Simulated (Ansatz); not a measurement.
## Changed inputs in constrained RPA: ReF3 (honeycomb trihalide sheet)

What does U in ReF3 (honeycomb trihalide sheet) depend on besides the window?

Main program and level: Ansatz 0.2.0; constrained RPA on PBEsol, plane waves, PAW.

## Step 1: Starting point

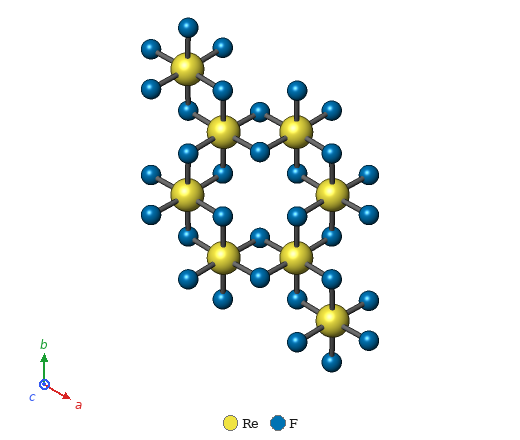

The cell as given, from above (rhenium yellow, fluorine blue). 2×2×1 cells are drawn. Some periodic images of atoms are drawn too.

The cell holds 8 atoms: 2 Re and 6 F. Cell: a = 4.537 Å, b = 4.537 Å, c = 28.448 Å, α = 90.0°, β = 90.0°, γ = 120.0°. Vacuum lies along c.

The structure was relaxed with PBEsol. The structure was generated from a model, not taken from a measurement. The runs that relaxed it are not among those shown. The program's search for lower electronic states was switched off, so nothing shows that the state found is the lowest. Spin-orbit coupling is left out unless a step names it. The default PAW set here is soft_2. Its files were made with PBE. The Coulomb interaction is cut off across the vacuum.

## Step 2: Base: Re t2g, bands v4 to c2, 6×6×1 mesh, medium accuracy

Constrained RPA screens the interaction with every transition except those inside the target bands, which a later many-body model would treat itself.

input.yaml

```yaml
crystal:
  lattice:
    - [3.70475131, -1.85237566, 1.85237566]
    - [-1.85237566, -1.85237566, -3.70475131]
    - [16.42446046, 16.42446046, -16.42446046]
  atoms:
    - { symbol: Re, position: [0.3333333333, 0.6666666667, 0.3220613049] }
    - { symbol: Re, position: [0.6666666667, 0.3333333333, 0.3220613049] }
    - { symbol: F, position: [0.3412950542, 0.0, 0.3709169575] }
    - { symbol: F, position: [0.0, 0.3412950542, 0.3709169575] }
    - { symbol: F, position: [0.6587049458, 0.6587049458, 0.3709169575] }
    - { symbol: F, position: [0.6587049458, 0.0, 0.2732056522] }
    - { symbol: F, position: [0.0, 0.6587049458, 0.2732056522] }
    - { symbol: F, position: [0.3412950542, 0.3412950542, 0.2732056522] }
  periodic: [true, true, false]
kpoints:
  mp_grid: { grid: [6, 6, 1] }
hamiltonian:
  xc: pbesol
scf:
  occupations: { method: gaussian, width: 0.08 }
  n_extra_bands: 24
  max_iter: 150
  lower_state_search: "off"
output:
  crpa:
    kmesh: [6, 6, 1]
    target_bands: [v4, c2]
    projections: [{ species: Re, l: d, shell: 5, orbitals: [dxz, dyz, dxy] }]
  local_orbitals:
    kmesh: [12, 12, 1]
    orbitals: [{ species: Re, l: d, shell: 5, orbitals: [dxz, dyz, dxy] }]
    window: { bands: [v4, c2] }
    seedname: lo
```

Started as:

```sh
$ ansatz run input.yaml --threads 8 --pin off --max-ram 14745MiB --backend cpu --events-out ev --progress --plain --runs-dir out
```

Numbers of over 12 decimals in the logs are rounded to 6 here.

The program printed:

```text
Warning: crystal.periodic: the lattice vector that does not repeat stood 1e-7° off the slab's normal, 28.448 Å along it as the deck builds it. The run solves the slab on a vector along the normal, 28.448 Å long, with every atom where it was (on the deck's vector they left 25.67 Å outside them, and the widest stretch free of ions among them is 1.39 Å). A fractional position that the run reports is one of the run's cel [...]
crystal.periodic: the lattice vector that does not repeat stood 1e-7° off the slab's normal, 28.448 Å along it as the deck builds it. The run solves the slab on a vector along the normal, 28.448 Å long, with every atom where it was (on the deck's vector they left 25.67 Å outside them, and the widest stretch free of ions among them is 1.39 Å). A fractional position that the run reports is one of the run's cell, which  [...]
scf.n_extra_bands = 24 over 36 filled bands (N_el = 72.0): the run solves 60 bands
Engine: ansatz 0.2.0, aarch64-unknown-linux-gnu
Pseudopotentials: kind: paw
Pseudopotential: Re, paw, valence charge 15, recommended cutoff 420 eV (normal), Re.paw.azcp
Pseudopotential: F, paw, valence charge 7, recommended cutoff 420 eV (normal), F.paw.azcp
Functional definition: PBEsol
  exchange = pbesol_x
  correlation = pbesol_c
Crystal: 8 atoms, lattice volume = 507.215 Å³
Basis set: ecut = 420 eV, 9941 PW (Γ)
Bands: 60, of which v1, the nominal top of the filled ones, is band 36 counted from 1 (35 counted from 0)
Symmetry: 12 space group operations
Space group: P-31m (ITA 162), of the structure as read, at distance tolerance 8.0e-5 Å
k-points: 7 of 36
Non-local potential: Re, projectors of the file, l = 0: 3, l = 1: 2, l = 2: 2, l = 3: 1
Non-local potential: F, projectors of the file, l = 0: 2, l = 1: 2, l = 2: 1
PAW form: soft (Blöchl's): semilocal exchange-correlation on the pseudo side does not see the compensation charge
PAW frozen core: Re, regenerated for the run's functional, and the local potential with it (the file was generated under x = pbe(κ = 0.804, μ = 0.219515), c = pbe(β = 0.066725))
PAW frozen core: F, regenerated for the run's functional, and the local potential with it (the file was generated under x = pbe(κ = 0.804, μ = 0.219515), c = pbe(β = 0.066725))
PAW one-centre angular grid: Re, 590 points (default); XC on 64 Gauss nodes
PAW one-centre angular grid: F, 110 points (default); XC on 64 Gauss nodes
Initial density: superposition of atomic densities (neutral atoms: chi_scale 0, normalization atom), corrected by the library's trained network
Initial wavefunctions: pseudopotential atomic-orbital guess
Functional: x = pbesol(κ = 0.804, μ = 0.123457), c = pbesol(β = 0.046)
[...]
cRPA screening: q 6/36 (q-point 3)
cRPA screening: q 10/36 (q-point 4)
cRPA screening: q 12/36 (q-point 8)
cRPA screening: q 14/36 (q-point 9)
cRPA screening: q 18/36 (q-point 10)
cRPA screening: q 22/36 (q-point 11)
cRPA screening: q 26/36 (q-point 12)
cRPA screening: q 28/36 (q-point 15)
cRPA screening: q 30/36 (q-point 16)
cRPA screening: q 34/36 (q-point 17)
cRPA screening: q 36/36 (q-point 22)
SCF converged after 7 iterations
Free energy (F): -26273.225833 eV
Harris-Foulkes:  -26273.225833 eV  (|F-HF|=1.19e-7)
Internal energy: -26273.216007 eV  (E = F + TS)
E sigma→0 (E₀):  -26273.220920 eV
Entropy (-TS):   -0.009826 eV (-1.228 meV/atom)
Fermi energy:    -5.307135 eV
--- Per-component energies (eV) ---
  E_band       = -1832.086136
  E_kinetic    = 2311.793884
  E_local      = -158121.978478  (includes V_loc(G=0)·N_el)
  E_nonlocal   = 548.711595
  E_hartree    = 77659.416135
  E_xc         = -1266.616767
  E_vxc        = -1206.839064  (∫ρ·V_xc dr)
  E_paw        = -18222.355091  (= ΣΔE_a)
  E_vpaw       = -682.606115  (= ΣTr[D̂ρ^β])
  E_aug_tail   = 0.012094  (compensation charges beyond the density's cutoff)
  E_ewald      = 70817.079442
  E_core_change = 0.721179  (= ΣΔE_core)
  E_smearing   = -0.009826  (= −TS)
  E_closure    = -0.000000  (closes the sum)
  Σ components = -26273.225833   (vs F -26273.225833, Δ=0.00e0)
--- Band table (eV; the first three rows and the last of 7) ---
  k-point 0: bands = [... 32 lower, -8.0786, -6.8819, -6.8819, -6.4401, -6.4401, -4.2231, -3.4518, -3.4518, ... 20 higher]
  k-point 1: bands = [... 32 lower, -8.1909, -7.3496, -7.3019, -5.9382, -5.9226, -4.1981, -3.5354, -3.4317, ... 20 higher]
  k-point 2: bands = [... 32 lower, -8.4599, -7.8813, -7.6938, -5.3684, -5.3565, -4.0807, -3.5866, -3.3890, ... 20 higher]
  k-point 6: bands = [... 32 lower, -8.3988, -8.3988, -8.2728, -4.8988, -4.8988, -3.9329, -3.5606, -3.3726, ... 20 higher]
  the weakly bound empty levels are not read free of the cell's end (no_gap_told)
--- cRPA (band scheme, projected local orbitals): target bands 33..38 (1-based), 6 Wannier function(s), 6×6×1 mesh, 76 bands' worth read of 81 solved, ecut_chi 136.0 eV, v(q+G=0) probe_charge, pair densities all_electron ---
  χ-basis size per q: N_G = 1806..1897
  window electrons = 8.0000, filled by tetrahedron_uncorrected; constrained ε̄⁻¹(q = 0, 0) head = 0.820500; min gauge Gram eig = 0.5673
  Kanamori averages over each shell's own Wannier functions (sites counted from 0, functions from 1):
  Each shell's averages of U are screened by what lies outside the whole window alone: parameters of one model of all the shells.
    Site 0, 5D, 3 of 5 d orbitals (Wannier functions 1, 2, 3; wannier90's mr 2, 3, 5):
      screened: U = 5.2951 eV, U' = 4.5837 eV, J = 0.3037 eV
      screened, to within: U = 1.3e-2 eV, U' = 1.3e-2 eV, J = 4.0e-4 eV
      bare: V = 11.8846 eV, V' = 10.8555 eV, J = 0.4283 eV
    Site 1, 5D, 3 of 5 d orbitals (Wannier functions 4, 5, 6; wannier90's mr 2, 3, 5):
      screened: U = 5.2951 eV, U' = 4.5837 eV, J = 0.3037 eV
      screened, to within: U = 1.3e-2 eV, U' = 1.3e-2 eV, J = 4.0e-4 eV
      bare: V = 11.8846 eV, V' = 10.8555 eV, J = 0.4283 eV
  Hermiticity witness max|P − P†| over intra, direct and exchange elements: 5.33e-15 eV (screened), 8.59e-17 eV (bare)
  Reality witness max|Im| over intra, direct and exchange elements: 2.32e-16 eV (screened), 4.81e-16 eV (bare)
```

Wall time 11 min (8 threads of Arm Neoverse V2, shared host); peak memory 4.9 GiB.

Reading the cycles: dr2 is the Hartree energy of the density residual (eV), the measure of convergence; HF is the Harris–Foulkes estimate of the energy, which meets the free energy F at convergence.

This step gave:

| Quantity | Value |
| --- | --- |
| U | 5.295 eV |
| U prime (inter-orbital) | 4.584 eV |
| J | 0.3037 eV |
| bare V | 11.88 eV |
| bare J | 0.4283 eV |
| stated bound on U | 0.01222 eV |
| U over bare V | 0.4455 |
| electrons in the window | 8.000 |
| head of the constrained inverse dielectric matrix | 0.8205 |
| least eigenvalue of the projection's overlap | 0.5673 |
| target functions | 6 |
| bands in the sums | 76 |
| r.m.s. miss of the model bands | 9.98e-6 eV |
| width of the target bands | 4.735 eV |
| weight of the projected orbitals in the window | 0.7622 |

On the Re t2g shell, screening brings the on-site interaction from 11.9 eV down to U = 5.30 eV.

## Step 3: Changed: 3×3×1 mesh

input.yaml: that of step 2 with these lines changed.

```diff
@@ -26,9 +26,4 @@
   crpa:
-    kmesh: [6, 6, 1]
+    kmesh: [3, 3, 1]
     target_bands: [v4, c2]
     projections: [{ species: Re, l: d, shell: 5, orbitals: [dxz, dyz, dxy] }]
-  local_orbitals:
-    kmesh: [12, 12, 1]
-    orbitals: [{ species: Re, l: d, shell: 5, orbitals: [dxz, dyz, dxy] }]
-    window: { bands: [v4, c2] }
-    seedname: lo
```

The program printed:

```text
[...]
Crystal: 8 atoms, lattice volume = 507.215 Å³
Basis set: ecut = 420 eV, 9941 PW (Γ)
Bands: 60, of which v1, the nominal top of the filled ones, is band 36 counted from 1 (35 counted from 0)
[... 1 set-up line as in the run before ...]
[...]
k-points: 7 of 36
[...]
SCF iter   1: F=—  HF=-26273.301942 eV  |F-HF|=—  |Δ(HF+E_count)|=         —  Δρ=9.29e-3  dr2=3.86e-1  ethr=1.77e-3  ⟨swp⟩=13.1  Hψ=3292  notcnv=0  defer=44
[...]
SCF iter   7: F=-26273.225833 eV  HF=-26273.225833 eV  |F-HF|=1.19e-7  |Δ(HF+E_count)|=   1.19e-6  Δρ=2.81e-6  dr2=3.37e-8  ethr=1.39e-10  ⟨swp⟩=33.1  Hψ=4161  notcnv=0
SCF 1 converged in 7 iterations: F = -26273.225833 eV  dr2 = 3.37e-8
[...]
NSCF: frozen V_eff on 3 k-points
[...]
cRPA screening: q 1/9
cRPA screening: q 2/9
cRPA screening: q 6/9 (q-point 5)
cRPA screening: q 8/9 (q-point 6)
SCF converged after 7 iterations
[...]
k-point 1: bands = [... 32 lower, -8.1909, -7.3496, -7.3019, -5.9382, -5.9226, -4.1981, -3.5354, -3.4317, ... 20 higher]
  k-point 2: bands = [... 32 lower, -8.4599, -7.8813, -7.6938, -5.3684, -5.3565, -4.0807, -3.5866, -3.3890, ... 20 higher]
  k-point 6: bands = [... 32 lower, -8.3988, -8.3988, -8.2728, -4.8988, -4.8988, -3.9329, -3.5606, -3.3726, ... 20 higher]
  the weakly bound empty levels are not read free of the cell's end (no_gap_told)
[...]
χ-basis size per q: N_G = 1806..1897
[...]
Site 0, 5D, 3 of 5 d orbitals (Wannier functions 1, 2, 3; wannier90's mr 2, 3, 5):
      screened: U = 5.3187 eV, U' = 4.6067 eV, J = 0.3037 eV
      screened, to within: U = 1.6e-2 eV, U' = 1.6e-2 eV, J = 4.7e-4 eV
      bare: V = 11.9309 eV, V' = 10.9012 eV, J = 0.4284 eV
    Site 1, 5D, 3 of 5 d orbitals (Wannier functions 4, 5, 6; wannier90's mr 2, 3, 5):
      screened: U = 5.3187 eV, U' = 4.6067 eV, J = 0.3037 eV
      screened, to within: U = 1.6e-2 eV, U' = 1.6e-2 eV, J = 4.7e-4 eV
      bare: V = 11.9309 eV, V' = 10.9012 eV, J = 0.4284 eV
[...]
[key lines of the parts left out:]
Free energy (F): -26273.225833 eV
Fermi energy:    -5.307135 eV
```

Wall time 1.7 min (8 threads); peak memory 3.7 GiB; 12 min of CPU time.

This step gave:

- U: 5.319 eV
- U prime (inter-orbital): 4.607 eV
- J: 0.3037 eV
- bare V: 11.93 eV
- bare J: 0.4284 eV
- stated bound on U: 0.01527 eV
- U over bare V: 0.4458
- electrons in the window: 8.000
- head of the constrained inverse dielectric matrix: 0.7895
- least eigenvalue of the projection's overlap: 0.5673
- target functions: 6
- bands in the sums: 76
- width of the target bands: 4.735 eV
- weight of the projected orbitals in the window: 0.7622

On the Re t2g shell, screening brings the on-site interaction from 11.9 eV down to U = 5.32 eV.

## Step 4: Changed: sums over states on smooth products

input.yaml: that of step 3 with these lines changed.

```diff
@@ -26,4 +26,8 @@
   crpa:
-    kmesh: [3, 3, 1]
+    kmesh: [6, 6, 1]
     target_bands: [v4, c2]
     projections: [{ species: Re, l: d, shell: 5, orbitals: [dxz, dyz, dxy] }]
+    accuracy: sum_over_states
+    pair_densities: pseudo
+    n_empty_bands: 72
+    ecut_chi: 136
```

The program printed:

```text
[...]
Crystal: 8 atoms, lattice volume = 507.215 Å³
Basis set: ecut = 420 eV, 9941 PW (Γ)
Bands: 60, of which v1, the nominal top of the filled ones, is band 36 counted from 1 (35 counted from 0)
[... 1 set-up line as in the run before ...]
[...]
k-points: 7 of 36
[...]
Site 0, 5D, 3 of 5 d orbitals (Wannier functions 1, 2, 3; wannier90's mr 2, 3, 5):
      screened: U = 5.6361 eV, U' = 4.7838 eV, J = 0.3527 eV
      bare: V = 11.8846 eV, V' = 10.8555 eV, J = 0.4283 eV
    Site 1, 5D, 3 of 5 d orbitals (Wannier functions 4, 5, 6; wannier90's mr 2, 3, 5):
      screened: U = 5.6361 eV, U' = 4.7838 eV, J = 0.3527 eV
      bare: V = 11.8846 eV, V' = 10.8555 eV, J = 0.4283 eV
[...]
[key lines of the parts left out:]
SCF converged after 7 iterations
Free energy (F): -26273.225833 eV
Fermi energy:    -5.307135 eV
```

It took 59 s on 8 threads; peak memory 2 GiB; 7.4 min of CPU time.

This variant gives U = 5.64 eV against 5.30 eV. It is a finite sum over empty states with no bound on its error and stays out of the table below.

## Step 5: Changed: smooth pair densities

input.yaml: that of step 4 with these lines changed.

```diff
@@ -29,5 +29,2 @@
     projections: [{ species: Re, l: d, shell: 5, orbitals: [dxz, dyz, dxy] }]
-    accuracy: sum_over_states
     pair_densities: pseudo
-    n_empty_bands: 72
-    ecut_chi: 136
```

The program printed:

```text
[...]
Crystal: 8 atoms, lattice volume = 507.215 Å³
Basis set: ecut = 420 eV, 9941 PW (Γ)
Bands: 60, of which v1, the nominal top of the filled ones, is band 36 counted from 1 (35 counted from 0)
[... 1 set-up line as in the run before ...]
[...]
k-points: 7 of 36
[...]
screened, sum over states alone: U = 5.8930 eV, U' = 5.0257 eV, J = 0.3558 eV
      bare: V = 11.8846 eV, V' = 10.8555 eV, J = 0.4283 eV
    Site 1, 5D, 3 of 5 d orbitals (Wannier functions 4, 5, 6; wannier90's mr 2, 3, 5):
      screened: U = 5.3182 eV, U' = 4.5857 eV, J = 0.3129 eV
      screened, to within: U = 3.7e-3 eV, U' = 3.7e-3 eV, J = 1.2e-4 eV
      screened, sum over states alone: U = 5.8930 eV, U' = 5.0257 eV, J = 0.3558 eV
      bare: V = 11.8846 eV, V' = 10.8555 eV, J = 0.4283 eV
[...]
[key lines of the parts left out:]
SCF converged after 7 iterations
Free energy (F): -26273.225833 eV
Fermi energy:    -5.307135 eV
```

Wall time 9.2 min (8 threads); peak memory 4.1 GiB.

Numbers from this step:

* U: 5.318 eV
* U prime (inter-orbital): 4.586 eV
* J: 0.3129 eV
* bare V: 11.88 eV
* bare J: 0.4283 eV
* stated bound on U: 0.003664 eV
* U over bare V: 0.4475
* electrons in the window: 8.000
* head of the constrained inverse dielectric matrix: 0.8209
* least eigenvalue of the projection's overlap: 0.5673
* target functions: 6
* bands in the sums: 76
* width of the target bands: 4.735 eV
* weight of the projected orbitals in the window: 0.7622

On the Re t2g shell, screening brings the on-site interaction from 11.9 eV down to U = 5.32 eV.

## Step 6: Side by side

Times are wall times on 8 threads of Arm Neoverse V2, shared host, good to a factor of about two.

| run | bare V (eV) | U (eV) | J (eV) | bound on U (eV) | width (eV) | time |
| --- | --- | --- | --- | --- | --- | --- |
| target window | 11.88 | 5.295 | 0.304 | 0.0122 | 4.73 | 11 min |
| 3×3×1 mesh | 11.93 | 5.319 | 0.304 | 0.0153 | 4.73 | 1.7 min |
| smooth pair densities | 11.88 | 5.318 | 0.313 | 0.0037 | 4.73 | 9.2 min |

## Step 7: Summary of results

```
target window         : U 5.30 eV, J 0.30 eV
3×3×1 mesh            : U 5.32 eV, J 0.30 eV
smooth pair densities : U 5.32 eV, J 0.31 eV
```

In words: 3×3×1 mesh moves U by +0.02 eV (within the solver's bounds, for the mean over orbitals) at 0.15 times the time. Smooth pair densities moves U by +0.02 eV. The printed bound covers the solver alone, not the mesh, and no denser mesh than the base was run. The parent state is non-magnetic and the interaction static (zero frequency); U depends on the window and the orbitals, so it belongs to this model alone. Spin-orbit coupling, which is strong for atoms this heavy, is left out.

[Paths, hosts, dates, memory and timing lines, banners, echoed tables and standing remarks are left out of the program output.]

[Logs are printed without paths, hosts, clocks, repeated set-up lines and the standing remarks that a program may print on its own settings, such as how far it seeks lower states.]

[Runs of the session that timed out or met a known fault of the program may be left out.]

[Hosts, paths, dates, database ids (printed as entryN), source tags and the programs' standing remarks are cut or masked in the printed files.]
